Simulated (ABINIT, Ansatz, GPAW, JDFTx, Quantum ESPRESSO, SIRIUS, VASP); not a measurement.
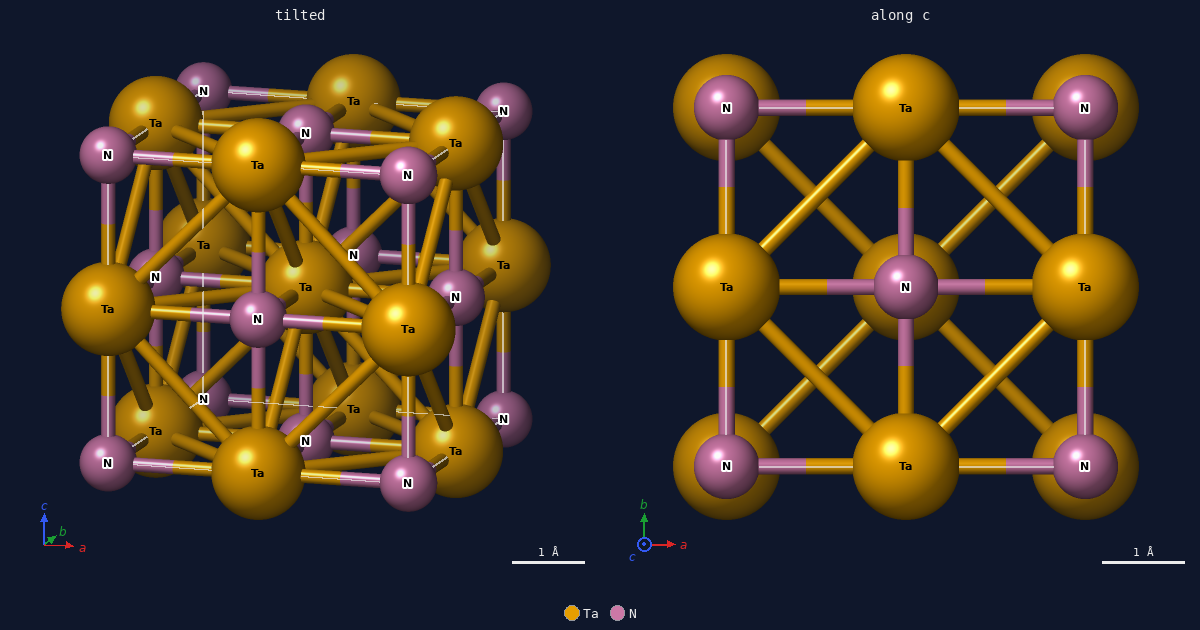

TaN, rock salt (NaCl type), space group Fm-3m (No. 225), a = 4.423 Å, b = 4.423 Å, c = 4.423 Å, α = 90.00°, β = 90.00°, γ = 90.00° (10.81 Å³/atom). The crystal in a ball-and-stick representation, seen slightly off an axis and along the c axis. The edges of the conventional unit cell are marked. The cell is a structure listed in the Materials Project. It needn't be the stable form of this composition.

The cell was scaled uniformly, at fixed shape and fractional positions, in eight programs or potential sets. Alike in all runs: functional PBE; k mesh 10 × 10 × 10 on the run's cell of 2 atoms; occupations fermi-dirac, width 0.05 eV; no spin polarisation; no spin-orbit coupling.

Energies from JDFTx (PseudoDojo 0.5 standard):

| volume (Å³/atom) | E − E(lowest point) (meV/atom) |
| --- | --- |
| 10.164 | 37.07 |
| 10.381 | 14.28 |
| 10.597 | 2.29 |
| 10.813 | 0.00 |
| 11.030 | 6.40 |
| 11.246 | 20.59 |
| 11.462 | 41.76 |

> Fit a third-order Birch-Murnaghan equation of state to these points.

V0 = 10.76 Å³/atom (a0 = 4.415 Å), B0 = 329 GPa and B0′ = 4.4. V0 lies 0.5 % below the volume of the cell as given.

The same fit in all programs:

| program | V0 (Å³/atom) | a0 (Å) | B0 (GPa) | B0′ |
| --- | --- | --- | --- | --- |
| JDFTx (PseudoDojo 0.5 standard) | 10.76 | 4.415 | 329 | 4.4 |
| Ansatz (Ansatz PAW soft_1) | 10.76 | 4.416 | 330 | 4.5 |
| ABINIT (JTH PAW PBE v2.0) | 10.77 | 4.416 | 331 | 4.5 |
| VASP (PBE potentials, release 64 Ta_pv, N) | 10.80 | 4.421 | 330 | 4.5 |
| SIRIUS (PseudoDojo 0.4.1 standard) | 10.76 | 4.415 | 329 | 4.4 |
| GPAW (PAW data 1.2.1) | 10.78 | 4.418 | 332 | 4.5 |
| Quantum ESPRESSO (SSSP 1.3 efficiency) | ? | ? | ? | ? |
| Ansatz LAPW (all-electron) | 10.77 | 4.417 | 327 | 4.4 |

> What does Quantum ESPRESSO (SSSP 1.3 efficiency) give?

V0 = 10.76 Å³/atom, a0 = 4.416 Å, B0 = 331 GPa and B0′ = 4.5. The other rows span 10.76 to 10.80 Å³/atom and 327 to 332 GPa.

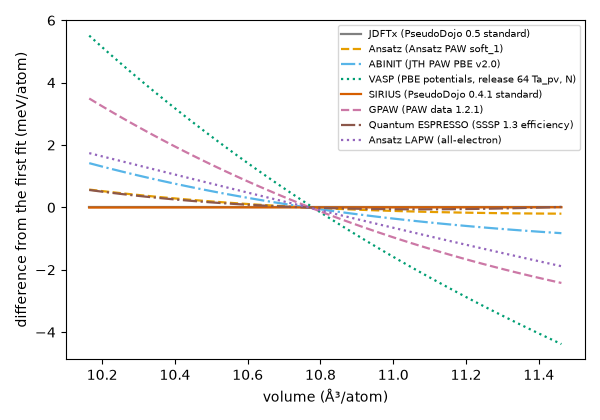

Each fitted curve, counted from its own minimum, less that of JDFTx (PseudoDojo 0.5 standard). With one functional throughout, the spread comes from potentials, basis sets and numerical settings; B0′ is uncertain by a few tenths over so narrow a range.

Caveat: spin-orbit coupling is left out, which matters for Ta, if less for volumes and forces than for levels.
